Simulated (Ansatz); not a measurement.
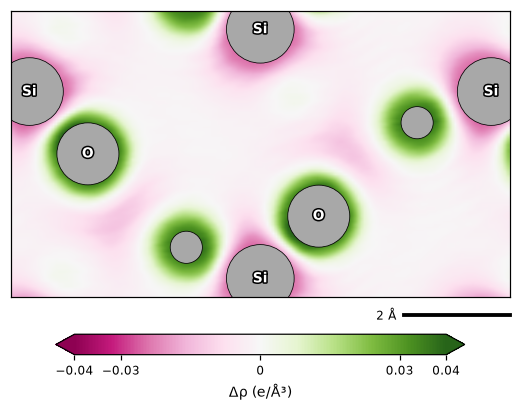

SiO2. Difference of the valence pseudo-densities of two functionals at the same geometry, on the (011̄) plane of the calculation cell: one of LDA and r2SCAN less the other.

Space group Fddd; a structure from a database of computed crystals, not necessarily the ambient phase.

Both computed with Ansatz (plane waves, PAW), on the same k-point mesh. Grey discs cover the atomic cores.

```yaml
crystal:
  lattice:
    - [0.00000, 4.71626, 7.36278]
    - [2.35958, 0.00000, 7.36278]
    - [2.35958, 4.71626, 0.00000]
  atoms:
    - { symbol: Si, position: [0.93677, 0.93677, 0.56323] }
    - { symbol: Si, position: [0.68677, 0.68677, 0.31323] }
    - { symbol: Si, position: [0.31323, 0.31323, 0.68677] }
    - { symbol: Si, position: [0.56323, 0.56323, 0.93677] }
    - { symbol: O, position: [0.06344, 0.43656, 0.06344] }
    - { symbol: O, position: [0.43656, 0.06344, 0.43656] }
    - { symbol: O, position: [0.81344, 0.18656, 0.81344] }
    - { symbol: O, position: [0.18656, 0.81344, 0.18656] }
    - { symbol: O, position: [0.12500, 0.62500, 0.62500] }
    - { symbol: O, position: [0.62500, 0.62500, 0.62500] }
    - { symbol: O, position: [0.62500, 0.62500, 0.12500] }
    - { symbol: O, position: [0.62500, 0.12500, 0.62500] }
```

### Which was subtracted from which, and what does the map show?

It is r2SCAN less LDA. Against LDA, r2SCAN gives less density around Si (−0.005 e/Å³ on average at 0.9 Å from the nucleus), more density around O (+0.021 e/Å³ on average at 0.7 Å from the nucleus), less density in the space between the atoms (−0.002 e/Å³ on average) and a change of +0.009 e/Å³ at the midpoint of Si–O.
